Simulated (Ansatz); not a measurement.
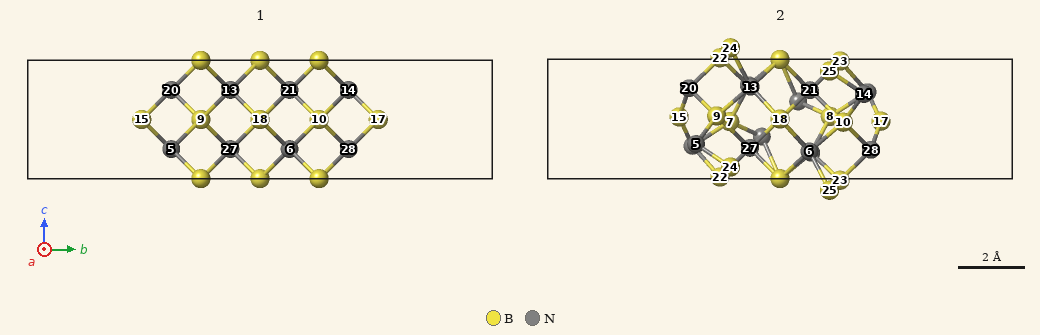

Two geometries of a wire of composition BN, drawn at one scale. One is the start of a relaxation, the other its converged end. The picture is a ball-and-stick view of the cell of the calculation, with the vacuum cut short (origin shifted), seen along the a axis.

Method: Ansatz 0.2.0, DFT PBE, scalar-relativistic, plane waves, PAW. (plane-wave cutoff 420 eV; k-point mesh 1 × 1 × 9; occupations gaussian; smearing width 0.05 eV; collinear spin; cell relaxed at fixed a, b, alpha, beta, gamma; force threshold 0.02 eV/Å; at most 45 steps)

Q: Which of the two is the end point?

A: Structure 2 is the relaxed one. Case: wire along [0 0 1], 28 atoms a period. The largest moves relative to the layer's centre, 0.54 Å, are those of B atoms. Largest moves by element: B 0.54 Å, N 0.52 Å. Along the periodic axis the drawn cell goes c 3.625 → 3.654 Å (+0.8 %). Near-neighbour distances that change, for instance: N–N 2.563 → 1.546 Å, B–B 2.563 → 2.119 Å, B–B 2.563 → 2.171 Å, B–B 2.563 → 2.204 Å. Bond angles that change, for instance: N–B–N 109.5° → 149.3°, N–B–N 109.5° → 130.3°, N–B–N 109.5° → 126.3°. Over 11 accepted moves (13 points after the start) the energy falls by 10.992 eV per cell of the calculation. The largest force component goes from 5.5 to 0.02 eV/Å. The line search rejected the trial step at point 5 of the run. The SCF was repeated once at an unchanged geometry on a basis and grid sized afresh for the cell, which shifted the energy by 8.8 meV per cell of the calculation at most. The program noted that the starting moments weren't kept.
